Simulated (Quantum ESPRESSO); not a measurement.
**PtS₂: single-point calculation (part 4 of 4)**

The same run, continued: PtS₂ (C2/m, 3 atoms in the cell); Kohn-Sham DFT of a periodic cell, PBEsol, DFT+U, PseudoDojo 0.4 SR PBEsol stringent, spin-polarised (Quantum ESPRESSO 7.5); cutoff 857.16 eV, 4×4×4 k-mesh, Gaussian smearing of 0.05 eV, collinear spins. The structure was built on a prototype by a generator; it need not be a known phase. The settings are looser than a standard set-up, so the numbers are not reference values.

Geometry of the input (Å; fractional positions):
```
3.1165  -1.9105  0.0000
3.1165  1.9105  0.0000
-0.0031  0.0000  4.3949
Pt 0.0000  0.0000  0.0000
S  0.6879  0.6879  0.2889
S  0.3121  0.3121  0.7111
```

File occup.txt:
```
 1.0000  0.0000  0.0000  0.0000  0.0000
 0.0000  1.0000  0.0000  0.0000  0.0000
 0.0000  0.0000  1.0000  0.0000  0.0000
 0.0000  0.0000  0.0000  1.0000  0.0000
 0.0000  0.0000  0.0000  0.0000  1.0000
 0.0129  0.0840 -0.0423 -0.0180  0.0598
 0.0840  0.5463 -0.2754 -0.1169  0.3890
-0.0423 -0.2754  0.1388  0.0589 -0.1961
-0.0180 -0.1169  0.0589  0.0250 -0.0832
 0.0598  0.3890 -0.1961 -0.0832  0.2769
 0.0000  0.0000  0.0000  0.0000  0.0000
 0.0000  0.0000  0.0000  0.0000  0.0000
 0.0000  0.0000  0.0000  0.0000  0.0000
 0.0000  0.0000  0.0000  0.0000  0.0000
 0.0000  0.0000  0.0000  0.0000  0.0000
 0.0000  0.0000  0.0000  0.0000  0.0000
 0.0000  0.0000  0.0000  0.0000  0.0000
 0.0000  0.0000  0.0000  0.0000  0.0000
 0.0000  0.0000  0.0000  0.0000  0.0000
 0.0000  0.0000  0.0000  0.0000  0.0000
 0.0000  0.0000  0.0000  0.0000  0.0000
 0.0000  0.0000  0.0000  0.0000  0.0000
 0.0000  0.0000  0.0000  0.0000  0.0000
 0.0000  0.0000  0.0000  0.0000  0.0000
 0.0000  0.0000  0.0000  0.0000  0.0000
 0.0000  0.0000  0.0000  0.0000  0.0000
 0.0000  0.0000  0.0000  0.0000  0.0000
 0.0000  0.0000  0.0000  0.0000  0.0000
 0.0000  0.0000  0.0000  0.0000  0.0000
 0.0000  0.0000  0.0000  0.0000  0.0000
```

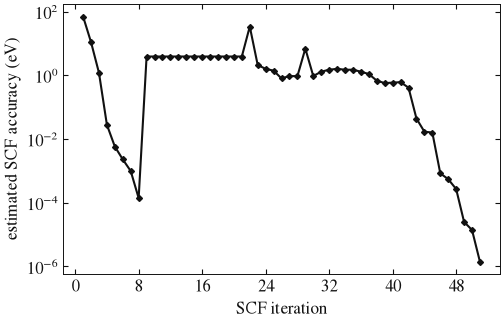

Figure 1. Convergence of the self-consistent field: estimated SCF accuracy against the iteration. The field takes 51 iterations in all.

Results in brief:

```tsv
quantity	value
outcome	converged
space group (tolerance 0.01 Å)	C2/m (12)
electrons treated	30
free energy	−4147.0117 eV
net moment of the cell (fixed by the input)	4.00 μB
integrated absolute moment	4.00 μB
largest force (length of the vector)	0.744 eV/Å
hardware	1 thread of Arm Neoverse V2, 24 GiB of memory available, shared host
wall time	8.1 min
peak memory	0.17 GiB
```

Settings chosen away from the usual ones: k set to [4, 4, 4] (from [3, 3, 3]); ecut_scale set to 0.7. The settings depart from the standard set-up of this series, which can bear on the numbers. Notes on the run: negative rho. Points of doubt noted for this run: coarse mesh. Spin–orbit coupling is left out, which matters for Pt.
